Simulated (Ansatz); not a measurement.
# Single-point calculation, with input and output: Si$_{64}$

Si$_{64}$ (Fd-3m, 64 atoms in the cell), computed with DFT, HSE06, PAW, plane waves (Ansatz 0.2.0).

The structure was built on a prototype by a generator.

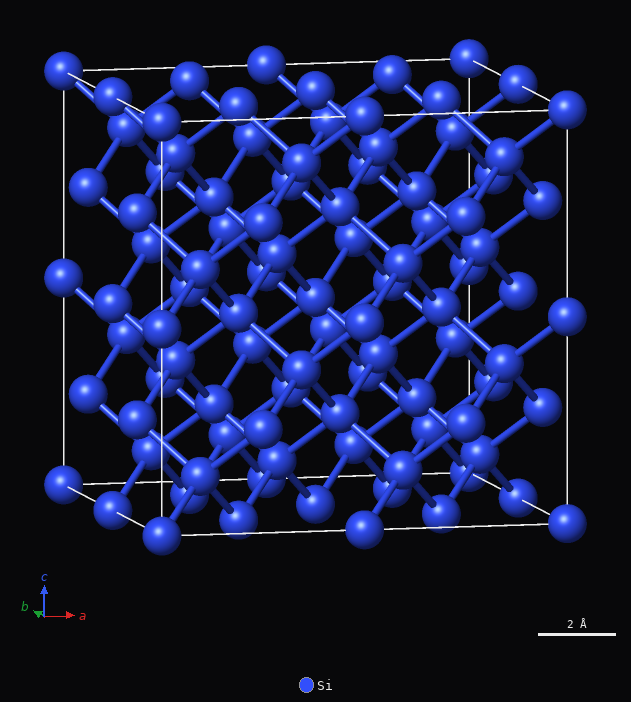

*The structure as given in the input (ball-and-stick view of the cell of the calculation, seen slightly off an axis).*

**Summary**

- outcome: converged
- space group (tolerance 0.01 Å): Fd-3m (227)
- electrons treated: 256
- free energy: −40716.6213 eV
- Fermi energy: 6.544 eV
- largest force (length of the vector): under 0.001 eV/Å
- hardware: 7 CPU threads, shared host
- wall time: 1.9 min (CPU time 12 min)
- peak memory: 4.6 GiB

**Remarks**

The k-point mesh is coarse for a cell of this size, so the results may not be converged.

**The input**
```yaml
crystal:
  lattice:
    - [10.865579, 0.000000, 0.000000]
    - [0.000000, 10.865579, 0.000000]
    - [0.000000, 0.000000, 10.865579]
  atoms:
    - { symbol: Si, position: [0.000000, 0.000000, 0.000000] }
    - { symbol: Si, position: [0.000000, 0.000000, 0.500000] }
    - { symbol: Si, position: [0.000000, 0.500000, 0.000000] }
    - { symbol: Si, position: [0.000000, 0.500000, 0.500000] }
    - { symbol: Si, position: [0.500000, 0.000000, 0.000000] }
    - { symbol: Si, position: [0.500000, 0.000000, 0.500000] }
    - { symbol: Si, position: [0.500000, 0.500000, 0.000000] }
    - { symbol: Si, position: [0.500000, 0.500000, 0.500000] }
    - { symbol: Si, position: [0.125000, 0.125000, 0.125000] }
    - { symbol: Si, position: [0.125000, 0.125000, 0.625000] }
    - { symbol: Si, position: [0.125000, 0.625000, 0.125000] }
    - { symbol: Si, position: [0.125000, 0.625000, 0.625000] }
    - { symbol: Si, position: [0.625000, 0.125000, 0.125000] }
    - { symbol: Si, position: [0.625000, 0.125000, 0.625000] }
    - { symbol: Si, position: [0.625000, 0.625000, 0.125000] }
    - { symbol: Si, position: [0.625000, 0.625000, 0.625000] }
    - { symbol: Si, position: [0.250000, 0.250000, 0.000000] }
    - { symbol: Si, position: [0.250000, 0.250000, 0.500000] }
    - { symbol: Si, position: [0.250000, 0.750000, 0.000000] }
    - { symbol: Si, position: [0.250000, 0.750000, 0.500000] }
    - { symbol: Si, position: [0.750000, 0.250000, 0.000000] }
    - { symbol: Si, position: [0.750000, 0.250000, 0.500000] }
    - { symbol: Si, position: [0.750000, 0.750000, 0.000000] }
    - { symbol: Si, position: [0.750000, 0.750000, 0.500000] }
    - { symbol: Si, position: [0.375000, 0.375000, 0.125000] }
    - { symbol: Si, position: [0.375000, 0.375000, 0.625000] }
    - { symbol: Si, position: [0.375000, 0.875000, 0.125000] }
    - { symbol: Si, position: [0.375000, 0.875000, 0.625000] }
    - { symbol: Si, position: [0.875000, 0.375000, 0.125000] }
    - { symbol: Si, position: [0.875000, 0.375000, 0.625000] }
    - { symbol: Si, position: [0.875000, 0.875000, 0.125000] }
    - { symbol: Si, position: [0.875000, 0.875000, 0.625000] }
    - { symbol: Si, position: [0.250000, 0.000000, 0.250000] }
    - { symbol: Si, position: [0.250000, 0.000000, 0.750000] }
    - { symbol: Si, position: [0.250000, 0.500000, 0.250000] }
    - { symbol: Si, position: [0.250000, 0.500000, 0.750000] }
    - { symbol: Si, position: [0.750000, 0.000000, 0.250000] }
    - { symbol: Si, position: [0.750000, 0.000000, 0.750000] }
    - { symbol: Si, position: [0.750000, 0.500000, 0.250000] }
    - { symbol: Si, position: [0.750000, 0.500000, 0.750000] }
    - { symbol: Si, position: [0.375000, 0.125000, 0.375000] }
    - { symbol: Si, position: [0.375000, 0.125000, 0.875000] }
    - { symbol: Si, position: [0.375000, 0.625000, 0.375000] }
    - { symbol: Si, position: [0.375000, 0.625000, 0.875000] }
    - { symbol: Si, position: [0.875000, 0.125000, 0.375000] }
    - { symbol: Si, position: [0.875000, 0.125000, 0.875000] }
    - { symbol: Si, position: [0.875000, 0.625000, 0.375000] }
    - { symbol: Si, position: [0.875000, 0.625000, 0.875000] }
    - { symbol: Si, position: [0.000000, 0.250000, 0.250000] }
    - { symbol: Si, position: [0.000000, 0.250000, 0.750000] }
    - { symbol: Si, position: [0.000000, 0.750000, 0.250000] }
    - { symbol: Si, position: [0.000000, 0.750000, 0.750000] }
    - { symbol: Si, position: [0.500000, 0.250000, 0.250000] }
    - { symbol: Si, position: [0.500000, 0.250000, 0.750000] }
    - { symbol: Si, position: [0.500000, 0.750000, 0.250000] }
    - { symbol: Si, position: [0.500000, 0.750000, 0.750000] }
    - { symbol: Si, position: [0.125000, 0.375000, 0.375000] }
    - { symbol: Si, position: [0.125000, 0.375000, 0.875000] }
    - { symbol: Si, position: [0.125000, 0.875000, 0.375000] }
    - { symbol: Si, position: [0.125000, 0.875000, 0.875000] }
    - { symbol: Si, position: [0.625000, 0.375000, 0.375000] }
    - { symbol: Si, position: [0.625000, 0.375000, 0.875000] }
    - { symbol: Si, position: [0.625000, 0.875000, 0.375000] }
    - { symbol: Si, position: [0.625000, 0.875000, 0.875000] }
kpoints:
  mp_grid: { grid: [1, 1, 1] }
hamiltonian:
  xc: hse06
scf:
  occupations: { method: fermi_dirac, width: 0.01 }
output:
  forces: true
  eigenvalues: true
  populations: true
  eigenstates: { kpoints: [[0, 0, 0]], e_range: [-6.0, 6.0], localisation: true }
```

**Log**
```
Pseudopotentials: kind: paw
Functional definition: HSE06
  parameter a = 0.25
  parameter omega = 0.11/bohr
  exchange = pbe_x - a*pbe_x_sr(omega) + a*exact_x_sr(omega)
  correlation = pbe_c
Crystal: 64 atoms, lattice volume = 1282.799 Å³
Basis set: ecut = 420 eV, 25173 PW (Γ), exchange–correlation on 150×150×150 points (8 copies of the dense FFT grid, shifted against one another)
Bands: 192, of which v1, the nominal top of the filled ones, is band 128 counted from 1 (127 counted from 0)
Symmetry: 1536 space group operations
Space group: Fd-3m (ITA 227), of the structure as read, at distance tolerance 1.1e-4 Å
k-points: 1
Non-local potential: Si, projectors of the file, l = 0: 2, l = 1: 2, l = 2: 2
PAW form: soft (Blöchl's): semilocal exchange-correlation on the pseudo side does not see the compensation charge
PAW frozen core: Si, regenerated for the run's functional, and the local potential with it (the file was generated under x = pbe(κ = 0.804, μ = 0.2195149727645171), c = pbe(β = 0.06672455060314922))
PAW one-centre angular grid: Si, 110 points (default); XC on 64 Gauss nodes
Initial density: superposition of atomic densities (neutral atoms: chi_scale 0, normalization atom), corrected by the library's trained network
Initial wavefunctions: pseudopotential atomic-orbital guess
Functional: x = pbe(κ = 0.804, μ = 0.2195149727645171), c = pbe(β = 0.06672455060314922), warm-up for x = pbe(κ = 0.804, μ = 0.2195149727645171) + 0.25 (exact − pbe) at short range (hse, ω = 0.20786987370883472 Å⁻¹), c = pbe(β = 0.06672455060314922); HSE06 as pw.x's `hse` composes it (authors' and Libxc's form: `xc: wpbeh`)
SCF iter   1: F=—  HF=-40684.635796 eV  |F-HF|=—  |Δ(HF+E_count)|=         —  Δρ=1.91e-3  dr2=7.02e-2  ethr=1.77e-3  ⟨swp⟩=8.0  Hψ=989  notcnv=0
preconditioner: auto → none  [insulator: Δε(μ)=0.703 eV  Ē_g=8.007 eV  σ=0.010 eV  W_gap=1.00  n_scr=202 (ndim 8)  ℏωp=16.6 eV  f_vac=0.000  D(μ)=0.00/eV (n_scr^D=0)]
SCF iter   2: F=—  HF=-40684.633517 eV  |F-HF|=—  |Δ(HF+E_count)|=   2.28e-3  Δρ=9.41e-4  dr2=1.46e-2  ethr=2.74e-5  ⟨swp⟩=14.0  Hψ=712  notcnv=0
iter 3 solved again at ethr=7.78e-8 eV; its pass at ethr=5.70e-6 eV (dr2=1.99e-4 eV) is discarded
SCF iter   3: F=—  HF=-40684.632548 eV  |F-HF|=—  |Δ(HF+E_count)|=   9.69e-4  Δρ=1.50e-4  dr2=2.76e-4  ethr=7.78e-8  ⟨swp⟩=4.0  Hψ=939  notcnv=0
eigensolver tolerance schedule calibrated: the retry pair's looser diagonalisation under-reported the residual by θ = 0.28 (0.15/decade); ethr = c·dr2/N_el runs at the constant in force after the calibration composes with the one it found (an armed cap, an earlier calibration), c = 4.5e-2
SCF iter   4: F=-40684.632507 eV  HF=-40684.632493 eV  |F-HF|=1.45e-5  |Δ(HF+E_count)|=   5.52e-5  Δρ=2.56e-5  dr2=6.84e-6  ethr=4.81e-8  ⟨swp⟩=3.0  Hψ=426  notcnv=0
SCF 1 stopped early in 4 iterations: F = -40684.632507 eV  dr2 = 6.84e-6
  greatest PAW one-centre occupation: 0.625 electrons in one spin orbital (limit 2), on the Si atom at site 63 (counted from 0), in its partial waves of l = 0
Initial density: handed on by an earlier stage of this run
Initial wavefunctions: those handed on with the density
Functional: x = pbe(κ = 0.804, μ = 0.2195149727645171) + 0.25 (exact − pbe) at short range (hse, ω = 0.20786987370883472 Å⁻¹), c = pbe(β = 0.06672455060314922); HSE06 as pw.x's `hse` composes it (authors' and Libxc's form: `xc: wpbeh`)
Exchange kernel: α = 0.2500, screened, ω = 0.2079 Å⁻¹, Wigner–Seitz truncation, v(0) = 943.1428 eV·Å³, q-mesh 1×1×1, nearest image of the exchange supercell L = 10.87 Å, pair-density grid 48×48×48, without the augmentation charges, whose exchange is taken in its separable form (sized by the pseudopotential files, 75×75×75 at the most), smooth part of the exchange summed in real space on grids 48×4
Frozen-core exchange: fock
SCF iter   1: F=—  HF=-40716.564618 eV  |F-HF|=—  |Δ(HF+E_count)|=         —  Δρ=2.93e-3  dr2=8.56e-2  ethr=2.67e-8  ⟨swp⟩=10.0  Hψ=1269  notcnv=0
preconditioner: auto → none  [insulator: Δε(μ)=1.275 eV  Ē_g=9.148 eV  σ=0.010 eV  W_gap=1.00  n_scr=202 (ndim 8)  ℏωp=16.6 eV  f_vac=0.000  D(μ)=0.00/eV (n_scr^D=0)]
SCF iter   2: F=—  HF=-40716.529918 eV  |F-HF|=—  |Δ(HF+E_count)|=   3.47e-2  Δρ=1.35e-3  dr2=2.34e-2  ethr=2.67e-8  ⟨swp⟩=5.0  Hψ=663  notcnv=0
SCF iter   3: F=—  HF=-40716.621020 eV  |F-HF|=—  |Δ(HF+E_count)|=   9.11e-2  Δρ=4.96e-4  dr2=2.29e-3  ethr=2.67e-8  ⟨swp⟩=5.0  Hψ=742  notcnv=0
SCF iter   4: F=—  HF=-40716.620262 eV  |F-HF|=—  |Δ(HF+E_count)|=   7.58e-4  Δρ=5.36e-5  dr2=2.47e-4  ethr=2.67e-8  ⟨swp⟩=4.0  Hψ=555  notcnv=0
SCF iter   5: F=-40716.622873 eV  HF=-40716.622925 eV  |F-HF|=5.19e-5  |Δ(HF+E_count)|=   2.66e-3  Δρ=9.44e-5  dr2=1.04e-4  ethr=3.36e-9  ⟨swp⟩=5.0  Hψ=705  notcnv=0
SCF 2 stopped early in 5 iterations: F = -40716.622873 eV  dr2 = 1.04e-4
  greatest PAW one-centre occupation: 0.631 electrons in one spin orbital (limit 2), on the Si atom at site 63 (counted from 0), in its partial waves of l = 0
hybrid outer 1: dexx = +1.187e-1 eV, tail = 2.59e-4 eV
SCF iter   1: F=—  HF=-40716.621286 eV  |F-HF|=—  |Δ(HF+E_count)|=         —  Δρ=1.29e-5  dr2=2.57e-6  ethr=5.06e-7  ⟨swp⟩=3.0  Hψ=403  notcnv=0
preconditioner: auto → none  [insulator: Δε(μ)=1.317 eV  Ē_g=9.164 eV  σ=0.010 eV  W_gap=1.00  n_scr=202 (ndim 8)  ℏωp=16.6 eV  f_vac=0.000  D(μ)=0.00/eV (n_scr^D=0)]
SCF iter   2: F=—  HF=-40716.621286 eV  |F-HF|=—  |Δ(HF+E_count)|=   3.31e-7  Δρ=1.76e-6  dr2=1.27e-7  ethr=4.37e-10  ⟨swp⟩=4.0  Hψ=516  notcnv=0
SCF iter   3: F=-40716.621287 eV  HF=-40716.621287 eV  |F-HF|=7.44e-9  |Δ(HF+E_count)|=   5.93e-7  Δρ=9.91e-7  dr2=1.40e-8  ethr=2.56e-12  ⟨swp⟩=5.0  Hψ=693  notcnv=0
SCF 3 converged in 3 iterations: F = -40716.621287 eV  dr2 = 1.40e-8
```

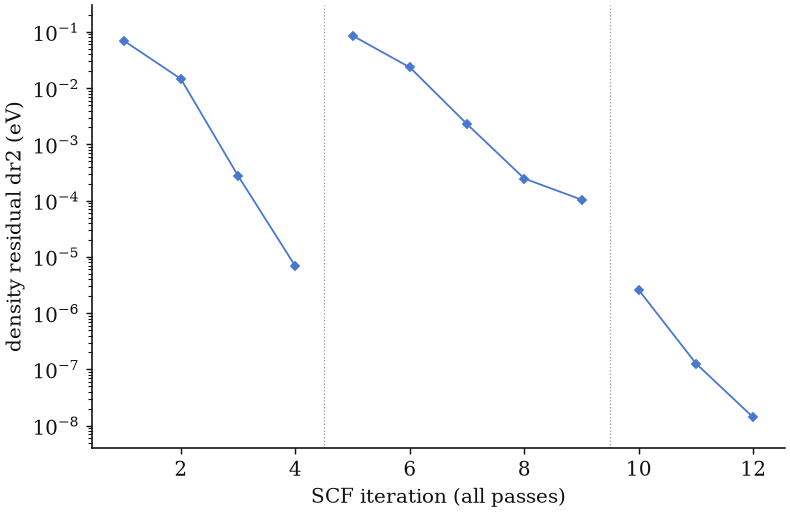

*Convergence of the self-consistent field: density residual dr2 against the SCF iteration. The run starts with a semilocal functional; after that each stretch between dotted lines is one SCF of the hybrid functional between two exact rebuilds of the exchange operator by the outer loop. Early passes are stopped at a loose threshold.*

The passes take 4, 5 and 3 iterations.

```
hybrid outer 2: dexx = +6.834e-7 eV, tail = 2.95e-8 eV, Δε = 1.18e-3 eV (about 4.80e-5 eV left of the loop's levels)
NSCF: frozen V_eff on 1 k-points
hybrid SCF converged: 2 outer / 8 inner (+4 warm-up), last move |dexx| = 6.83e-7 eV, tail = 2.95e-8 eV
Stability not checked: this state was not tested for a lower state beside it, because the functional holds exact exchange (a hybrid, or Hartree-Fock), whose exchange loop this test does not read (fock_operator; see scf.lower_state_search)
Free energy (F): -40716.621287 eV
Harris-Foulkes:  -40716.621287 eV  (|F-HF|=7.44e-9)
Internal energy: -40716.621287 eV  (E = F + TS)
E sigma→0 (E₀):  -40716.621287 eV
Fermi energy:    6.544477 eV
--- Per-component energies (eV) ---
  E_band       = 91.451078
  E_kinetic    = 2611.135364
  E_local      = -1740.456243  (includes V_loc(G=0)·N_el)
  E_nonlocal   = 1619.281299
  E_hartree    = 489.505800
  E_xc         = -2881.805157
  E_vxc        = -2447.316052  (∫ρ·V_xc dr)
  E_exx        = -359.542812  (= α·E_x^exact, valence–valence)
  E_paw        = -33140.751128  (= ΣΔE_a)
  E_vpaw       = -211.123681  (= ΣTr[D̂ρ^β])
  E_aug_tail   = 0.000379  (compensation charges beyond the density's cutoff)
  E_ewald      = -7310.205344
  E_core_change = -3.783445  (= ΣΔE_core)
  E_smearing   = -0.000000  (= −TS)
  E_closure    = -0.000000  (closes the sum)
  Σ components = -40716.621287   (vs F -40716.621287, Δ=1.46e-11)
--- Forces (eV/Å), atoms counted from 1 ---
  atom   1  Si    -0.00000000    -0.00000000     0.00000000
  atom   2  Si    -0.00000000    -0.00000000     0.00000000
  atom   3  Si    -0.00000000    -0.00000000    -0.00000000
  atom   4  Si    -0.00000000    -0.00000000    -0.00000000
  atom   5  Si    -0.00000000    -0.00000000     0.00000000
  atom   6  Si    -0.00000000    -0.00000000     0.00000000
  atom   7  Si    -0.00000000    -0.00000000     0.00000000
  atom   8  Si    -0.00000000    -0.00000000     0.00000000
  atom   9  Si    -0.00000000    -0.00000000     0.00000000
  atom  10  Si    -0.00000000    -0.00000000     0.00000000
  atom  11  Si    -0.00000000     0.00000000    -0.00000000
  atom  12  Si    -0.00000000    -0.00000000    -0.00000000
  atom  13  Si    -0.00000000    -0.00000000     0.00000000
  atom  14  Si    -0.00000000    -0.00000000     0.00000000
  atom  15  Si     0.00000000    -0.00000000     0.00000000
  atom  16  Si     0.00000000    -0.00000000    -0.00000000
  atom  17  Si    -0.00000000     0.00000000     0.00000000
  atom  18  Si    -0.00000000    -0.00000000    -0.00000000
  atom  19  Si    -0.00000000     0.00000000     0.00000000
  atom  20  Si    -0.00000000     0.00000000     0.00000000
  atom  21  Si    -0.00000000    -0.00000000    -0.00000000
  atom  22  Si    -0.00000000    -0.00000000    -0.00000000
  atom  23  Si    -0.00000000     0.00000000     0.00000000
  atom  24  Si     0.00000000     0.00000000    -0.00000000
  atom  25  Si    -0.00000000    -0.00000000     0.00000000
  atom  26  Si    -0.00000000     0.00000000     0.00000000
  atom  27  Si    -0.00000000    -0.00000000    -0.00000000
  atom  28  Si    -0.00000000     0.00000000     0.00000000
  atom  29  Si    -0.00000000    -0.00000000     0.00000000
  atom  30  Si     0.00000000     0.00000000    -0.00000000
  atom  31  Si    -0.00000000     0.00000000    -0.00000000
  atom  32  Si    -0.00000000     0.00000000     0.00000000
  atom  33  Si    -0.00000000    -0.00000000     0.00000000
  atom  34  Si    -0.00000000    -0.00000000     0.00000000
  atom  35  Si     0.00000000    -0.00000000     0.00000000
  atom  36  Si     0.00000000     0.00000000     0.00000000
  atom  37  Si    -0.00000000    -0.00000000     0.00000000
  atom  38  Si    -0.00000000    -0.00000000     0.00000000
  atom  39  Si     0.00000000    -0.00000000     0.00000000
  atom  40  Si     0.00000000     0.00000000    -0.00000000
  atom  41  Si     0.00000000    -0.00000000     0.00000000
  atom  42  Si     0.00000000    -0.00000000     0.00000000
  atom  43  Si    -0.00000000     0.00000000    -0.00000000
  atom  44  Si    -0.00000000    -0.00000000     0.00000000
  atom  45  Si    -0.00000000    -0.00000000    -0.00000000
  atom  46  Si     0.00000000    -0.00000000     0.00000000
  atom  47  Si    -0.00000000    -0.00000000    -0.00000000
  atom  48  Si    -0.00000000    -0.00000000     0.00000000
  atom  49  Si    -0.00000000     0.00000000     0.00000000
  atom  50  Si     0.00000000     0.00000000    -0.00000000
  atom  51  Si    -0.00000000     0.00000000    -0.00000000
  atom  52  Si    -0.00000000     0.00000000     0.00000000
  atom  53  Si    -0.00000000    -0.00000000    -0.00000000
  atom  54  Si    -0.00000000    -0.00000000    -0.00000000
  atom  55  Si    -0.00000000    -0.00000000    -0.00000000
  atom  56  Si    -0.00000000    -0.00000000    -0.00000000
  atom  57  Si    -0.00000000     0.00000000    -0.00000000
  atom  58  Si    -0.00000000    -0.00000000     0.00000000
  atom  59  Si    -0.00000000    -0.00000000    -0.00000000
  atom  60  Si    -0.00000000    -0.00000000     0.00000000
  atom  61  Si     0.00000000    -0.00000000    -0.00000000
  atom  62  Si     0.00000000    -0.00000000     0.00000000
  atom  63  Si    -0.00000000    -0.00000000    -0.00000000
  atom  64  Si    -0.00000000    -0.00000000     0.00000000
  max |Σ_I F_I| component: 1.29e-22 eV/Å
--- Band table (eV) ---
  k-point 0: bands = ["-7.3564", "-6.1573", "-6.1573", "-6.1573", "-6.1573", "-6.1573", "-6.1573", "-5.0877", "-5.0877", "-5.0877", "-5.0877", "-5.0877", "-5.0877", "-5.0877", "-5.0877", "-5.0877", "-5.0877", "-5.0877", "-5.0877", "-4.7668", "-4.7668", "-4.7668", "-4.7668", "-2.7408", "-2.7408", "-2.7408", "-2.7408", "-2.7408", "-2.7408", "-2.5582", "-2.5582", "-2.5582", "-2.5582", "-2.5582", "-2.5582", "-2.5582", "-2.5582", "-2.5582", "-2.5582", "-2.5582",
      "-2.5582", "-1.7891", "-1.7891", "-1.7891", "-1.7891", "-0.1212", "-0.1212", "-0.1212", "-0.1212", "-0.1212", "-0.1212", "-0.1212", "-0.1212", "-0.1212", "-0.1212", "-0.1212", "-0.1212", "1.7218", "1.7218", "1.7218", "1.7218", "1.7218", "1.7218", "1.7218", "1.7218", "1.7218", "1.7218", "1.7218", "1.7218", "1.8453", "1.8453", "1.8453", "1.8453", "1.8453", "1.8453", "1.8453", "1.8453", "1.8453", "1.8453", "1.8453",
      "1.8453", "2.0849", "2.0849", "2.0849", "2.0849", "2.0849", "2.0849", "2.7654", "2.7654", "2.7654", "2.7654", "2.7654", "2.7654", "3.8531", "3.8531", "3.8531", "3.8531", "3.8531", "3.8531", "3.8531", "3.8531", "3.8531", "3.8531", "3.8531", "3.8531", "4.4525", "4.4525", "4.4525", "4.4525", "4.4525", "4.4525", "4.4525", "4.4525", "4.4525", "4.4525", "4.4525", "4.4525", "4.5820", "4.5820", "4.5820",
      "4.5820", "4.5820", "4.5820", "4.5820", "4.5820", "5.8895", "5.8895", "5.8895", "7.2063", "7.2063", "7.2063", "7.2063", "7.2063", "7.2063", "7.6699", "7.6699", "7.6699", "7.6699", "7.6699", "7.6699", "8.1760", "8.1760", "8.1760", "8.1760", "9.0998", "9.0998", "9.0998", "9.0998", "9.0998", "9.0998", "9.0998", "9.0998", "9.0998", "9.0998", "9.0998", "9.0998", "9.2399", "9.2399", "9.2399", "9.7907",
      "9.7907", "9.7907", "9.7907", "9.7907", "9.7907", "10.0374", "10.0374", "10.0374", "10.0374", "10.0374", "10.0374", "10.0374", "10.0374", "10.2487", "10.9414", "10.9414", "10.9414", "10.9414", "10.9414", "10.9414", "10.9414", "10.9414", "10.9414", "10.9414", "10.9414", "10.9414", "11.6525", "11.6525", "11.6525", "11.6525", "11.6525", "11.6525"]
--- Löwdin populations: 64 sites ---
  site symbol       q [e]
     0     Si      3.9616
     1     Si      3.9616
     2     Si      3.9616
     3     Si      3.9616
     4     Si      3.9616
     5     Si      3.9616
     6     Si      3.9616
     7     Si      3.9616
     8     Si      3.9616
     9     Si      3.9616
    10     Si      3.9616
    11     Si      3.9616
    12     Si      3.9616
    13     Si      3.9616
    14     Si      3.9616
    15     Si      3.9616
    16     Si      3.9616
    17     Si      3.9616
    18     Si      3.9616
    19     Si      3.9616
    20     Si      3.9616
    21     Si      3.9616
    22     Si      3.9616
    23     Si      3.9616
    24     Si      3.9616
    25     Si      3.9616
    26     Si      3.9616
    27     Si      3.9616
    28     Si      3.9616
    29     Si      3.9616
    30     Si      3.9616
    31     Si      3.9616
    32     Si      3.9616
    33     Si      3.9616
    34     Si      3.9616
    35     Si      3.9616
    36     Si      3.9616
    37     Si      3.9616
    38     Si      3.9616
    39     Si      3.9616
    40     Si      3.9616
    41     Si      3.9616
    42     Si      3.9616
    43     Si      3.9616
    44     Si      3.9616
    45     Si      3.9616
    46     Si      3.9616
    47     Si      3.9616
    48     Si      3.9616
    49     Si      3.9616
    50     Si      3.9616
    51     Si      3.9616
    52     Si      3.9616
    53     Si      3.9616
    54     Si      3.9616
    55     Si      3.9616
    56     Si      3.9616
    57     Si      3.9616
    58     Si      3.9616
    59     Si      3.9616
    60     Si      3.9616
    61     Si      3.9616
    62     Si      3.9616
    63     Si      3.9616
  spilling = 0.009591 (of n_electrons = 256.000000)
```
